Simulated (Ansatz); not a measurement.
# Two runs on Ge

System: Ge (Fd-3m, 2 atoms in the cell).
Method of the first run: DFT, PBEsol, all-electron LAPW, scalar-relativistic, no spin polarisation (Ansatz 0.2.0).

Its volume is 0.88 times that of the source entry. Text and figures count atoms from 1; the logs count them from 0 in places.

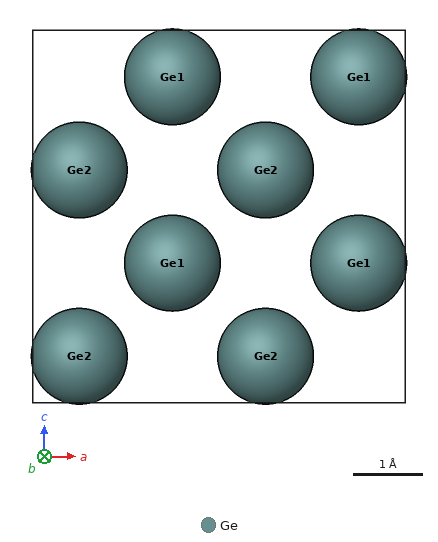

**Figure 1.** The structure as given in the input (spheres-only view of the cell 4 times as large as that of the calculation, set on its symmetry axes, along the b axis; atoms are numbered from 1 in the order of the input).

Input, the first run:
```yaml
crystal:
  lattice:
    - [0.0, 2.7195630688, 2.7195630688]
    - [2.7195630688, 0.0, 2.7195630688]
    - [2.7195630688, 2.7195630688, 0.0]
  atoms:
    - { symbol: Ge, position: [-0.125, -0.125, -0.125] }
    - { symbol: Ge, position: [0.125, 0.125, 0.125] }
kpoints:
  mp_grid: { grid: [13, 13, 13] }
scf:
  occupations: { method: fermi_dirac, width: 0.05 }
hamiltonian:
  xc: pbesol
  pseudopotentials: { kind: all_electron, lapw: { basis_error: 0.001 } }
output:
  forces: true
  stress: true
  eigenvalues: true
  populations: true
```

Launched with:
```bash
ansatz run input.yaml --threads 1 --pin off --max-ram 2048MiB --backend cpu --events-out ev --progress --plain --runs-dir out
```

Hardware: 1 thread of Intel Xeon (Granite Rapids), 32 GiB of memory available, shared host.

Output, shortened to warnings, some set-up lines, iterations and results (the first run):
```
Basis set: ecut = 349.32977611619356 eV, 609 PW (Γ), exchange–correlation at level 2
Symmetry: 48 space group operations
k-points: 84 of 2197
Initial density: superposition of atomic densities (chi_scale 0.1, normalization cell)
[...]
SCF iter   1: F=—  HF=-114149.656269 eV  |F-HF|=—  |Δ(HF+E_count)|=         —  Δρ=3.38e-2  dr2=5.00e-1  ethr=1.13e-3  ⟨swp⟩=2.0  Hψ=14020  notcnv=0
SCF iter   2: F=—  HF=-114149.523423 eV  |F-HF|=—  |Δ(HF+E_count)|=   1.33e-1  Δρ=1.45e-2  dr2=8.49e-2  ethr=1.13e-3  ⟨swp⟩=2.0  Hψ=6720  notcnv=0
SCF iter   3: F=—  HF=-114149.506429 eV  |F-HF|=—  |Δ(HF+E_count)|=   1.70e-2  Δρ=1.40e-3  dr2=3.77e-4  ethr=8.48e-7  ⟨swp⟩=2.8  Hψ=11490  notcnv=0
SCF iter   4: F=—  HF=-114149.502076 eV  |F-HF|=—  |Δ(HF+E_count)|=         —  Δρ=5.59e-4  dr2=6.38e-5  ethr=8.48e-7  ⟨swp⟩=3.0  Hψ=6802  notcnv=0
SCF iter   5: F=—  HF=-114149.502089 eV  |F-HF|=—  |Δ(HF+E_count)|=   1.29e-5  Δρ=7.04e-5  dr2=1.17e-6  ethr=1.45e-7  ⟨swp⟩=2.9  Hψ=6452  notcnv=0
SCF iter   6: F=-114149.502091 eV  HF=-114149.502091 eV  |F-HF|=1.84e-8  |Δ(HF+E_count)|=   1.70e-6  Δρ=7.37e-6  dr2=1.42e-8  ethr=2.65e-9  ⟨swp⟩=3.0  Hψ=6628  notcnv=0
SCF 1 converged in 6 iterations: F = -114149.502091 eV  dr2 = 1.42e-8
SCF converged after 6 iterations
Free energy (F): -114149.502091 eV
Harris-Foulkes:  -114149.502091 eV  (|F-HF|=1.84e-8)
Internal energy: -114149.501971 eV  (E = F + TS)
E sigma→0 (E₀):  -114149.502031 eV
Entropy (-TS):   -0.000120 eV (-0.060 meV/atom)
Fermi energy:    11.834576 eV
--- Per-component energies (eV) ---
  E_band       = -2015.225580
  E_kinetic    = 116539.766542
  E_xc         = -4258.220858
  E_electrostatic = -226431.047655  (all electrons and nuclei)
  E_smearing   = -0.000120  (= −TS)
  E_closure    = 0.000000  (closes the sum)
  E_atoms      = -114139.838039  (free atoms, spherical and without spin; not in F)
  Σ components = -114149.502091   (vs F -114149.502091, Δ=0.00e0)
  Basis errors (estimates in eV, not in F): energy 4.4e-4 per atom: plane waves 4.0e-4 (2.4e-4 summed), levels above the bands 1.5e-69, relativity 1.1e-8, radial functions 3.3e-5, core shells 7.6e-11; eigenvalues (radial functions only) 4.9e-7; not estimated: angular momenta, meshes, grids; target …
--- Forces (eV/Å), atoms counted from 1 ---
  atom   1  Ge     0.00000000     0.00000000    -0.00000000
  atom   2  Ge     0.00000000     0.00000000    -0.00000000
  max |Σ_I F_I| component: 5.20e-18 eV/Å
--- Stress (GPa, compression-positive) ---
       11.665235       0.000000      -0.000000
        0.000000      11.665235      -0.000000
       -0.000000      -0.000000      11.665235
  P = ⅓ Tr σ = 11.6652 GPa (116.652 kbar)
--- Löwdin populations: 2 sites ---
  site symbol       q [e]
     0     Ge     31.9781
     1     Ge     31.9781
  spilling = 0.000684 (of n_electrons = 64.000000)
```

For the second run the input was changed thus:
```diff
-  pseudopotentials: { kind: all_electron, lapw: { basis_error: 0.001 } }
+  pseudopotentials: { kind: paw }
-  populations: true
+basis:
+  ecutwfc: 300
```

Predict how the results change.

The total energies belong to different models, so their difference says nothing on which is more stable or more accurate. The pressure goes from 11.67 to 11.39 GPa. The number of SCF iterations is the same. The plane waves at Γ go from 609 to 531.

Output, shortened to warnings, some set-up lines, iterations and results (the second run):
```
Warning: basis.ecutwfc = 300 eV is below the records' recommended 420 eV, and the density's cutoff is lower with it unless basis.ecutrho_ratio is high enough to keep the records' density cutoff: compare with a run at a higher cutoff
Basis set: ecut = 300 eV, 531 PW (Γ), exchange–correlation on 48×48×48 points (8 copies of the dense FFT grid, shifted against one another)
Symmetry: 48 space group operations
k-points: 84 of 2197
Initial density: superposition of atomic densities (neutral atoms: chi_scale 0, normalization atom), corrected by the library's trained network
[...]
SCF iter   1: F=—  HF=-8506.577236 eV  |F-HF|=—  |Δ(HF+E_count)|=         —  Δρ=2.71e-3  dr2=1.42e-3  ethr=1.77e-3  ⟨swp⟩=5.9  Hψ=6630  notcnv=0
SCF iter   2: F=—  HF=-8506.563445 eV  |F-HF|=—  |Δ(HF+E_count)|=   1.38e-2  Δρ=2.50e-3  dr2=1.42e-3  ethr=5.08e-6  ⟨swp⟩=2.0  Hψ=3696  notcnv=0
SCF iter   3: F=—  HF=-8506.563148 eV  |F-HF|=—  |Δ(HF+E_count)|=   2.98e-4  Δρ=7.72e-4  dr2=1.21e-4  ethr=5.08e-6  ⟨swp⟩=1.1  Hψ=1518  notcnv=0
SCF iter   4: F=—  HF=-8506.563114 eV  |F-HF|=—  |Δ(HF+E_count)|=   3.35e-5  Δρ=6.91e-5  dr2=1.15e-6  ethr=4.31e-7  ⟨swp⟩=2.0  Hψ=2648  notcnv=0
SCF iter   5: F=—  HF=-8506.563104 eV  |F-HF|=—  |Δ(HF+E_count)|=   1.00e-5  Δρ=8.04e-6  dr2=1.29e-8  ethr=4.12e-9  ⟨swp⟩=2.0  Hψ=2668  notcnv=0
SCF iter   6: F=-8506.563104 eV  HF=-8506.563104 eV  |F-HF|=7.82e-11  |Δ(HF+E_count)|=   6.26e-9  Δρ=7.16e-7  dr2=1.84e-10  ethr=4.61e-11  ⟨swp⟩=1.5  Hψ=4577  notcnv=0
SCF 1 converged in 6 iterations: F = -8506.563104 eV  dr2 = 1.84e-10
SCF converged after 6 iterations
Free energy (F): -8506.563104 eV
Harris-Foulkes:  -8506.563104 eV  (|F-HF|=7.82e-11)
Internal energy: -8506.562984 eV  (E = F + TS)
E sigma→0 (E₀):  -8506.563044 eV
Entropy (-TS):   -0.000120 eV (-0.060 meV/atom)
Fermi energy:    10.231681 eV
--- Per-component energies (eV) ---
  E_band       = -266.451493
  E_kinetic    = 226.782503
  E_local      = -4775.076656  (includes V_loc(G=0)·N_el)
  E_nonlocal   = 848.957567
  E_hartree    = 2103.071704
  E_xc         = -151.715279
  E_vxc        = -131.812177  (∫ρ·V_xc dr)
  E_paw        = -3965.229851  (= ΣΔE_a)
  E_vpaw       = -641.435177  (= ΣTr[D̂ρ^β])
  E_aug_tail   = -0.011070  (compensation charges beyond the density's cutoff)
  E_ewald      = -2795.177774
  E_core_change = 1.835872  (= ΣΔE_core)
  E_smearing   = -0.000120  (= −TS)
  E_closure    = 0.000000  (closes the sum)
  Σ components = -8506.563104   (vs F -8506.563104, Δ=0.00e0)
--- Forces (eV/Å), atoms counted from 1 ---
  atom   1  Ge    -0.00000000    -0.00000000     0.00000000
  atom   2  Ge    -0.00000000    -0.00000000     0.00000000
  max |Σ_I F_I| component: 9.60e-17 eV/Å
--- Stress (GPa, compression-positive) ---
       11.390480       0.000000       0.000000
       -0.000000      11.390480       0.000000
       -0.000000       0.000000      11.390480
  P = ⅓ Tr σ = 11.3905 GPa (113.905 kbar)
```

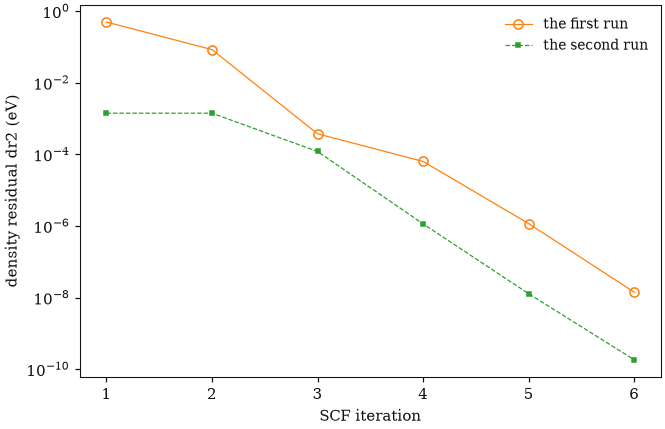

**Figure 2.** Convergence of the two runs: density residual dr2 against the SCF iteration. The first run takes 6 iterations in all, and the second run takes 6.

The two runs side by side:

| quantity | the first run | the second run |
| --- | --- | --- |
| outcome | converged | converged |
| free energy per atom (eV) | −57074.7510 | −4253.2816 |
| pressure (GPa) | 11.67 | 11.39 |
| largest force (eV/Å) | 0.000 | 0.000 |
| SCF iterations | 6 | 6 |
| irreducible k-points | 84 | 84 |
| plane waves at Γ | 609 | 531 |
| wall time (shared host) | 11 s | 1 s |

For the first run: The cell is under a pressure of 11.7 GPa at this level, so it is not at its equilibrium volume. For the second run: Warnings: the cutoff is below the recommended one.
